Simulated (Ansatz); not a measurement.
The Ansatz input:

```
crystal:
  lattice:
    - [0.0, 3.2391552886, 3.2635710319]
    - [3.2391552886, 0.0, 3.2635710319]
    - [3.2391552886, 3.2391552886, 0.0]
  atoms:
    - { symbol: S, position: [0.0, 0.0, 0.0] }
    - { symbol: Na, position: [0.25, 0.25, 0.25] }
    - { symbol: Na, position: [0.75, 0.75, 0.75] }
kpoints:
  mp_grid: { grid: [8, 8, 8] }
  band_path:
    path:
      - [0.0, 0.0, 0.0]
      - [0.5, 0.0, 0.5]
      - [0.625, 0.25, 0.625]
      - [0.375, 0.375, 0.75]
      - [0.5, 0.5, 0.5]
      - [0.5, 0.25, 0.75]
    npoints: 1
hamiltonian:
  xc: r2scan
scf:
  occupations: { method: fixed }
  n_extra_bands: 4
output:
  forces: true
  stress: true
  eigenvalues: true
```

Run as:
```bash
ansatz run input.yaml --threads 4 --pin off --max-ram 4608MiB --backend cpu --events-out ev --progress --plain --runs-dir out
```

Predict the main features of the density of states.

There is a gap; over the k points computed it is 3.11 eV (direct among those points). The upper group of valence states starts about 1.7 eV under the valence-band top, with a gap beneath it; it holds about 6 electrons a cell. Within the window shown, the tallest peak of the filled states lies 0.3 eV under the valence-band top, at about 6.3 states per eV and cell.

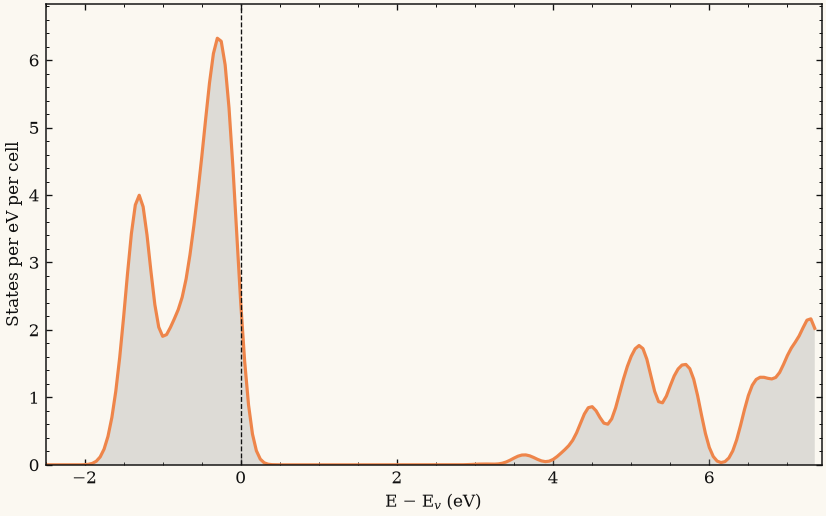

Density of states. Energies are counted from the top of the valence band. The curve is built from the levels of the k mesh with Gaussians 0.3 eV wide, which also blur the band edges.
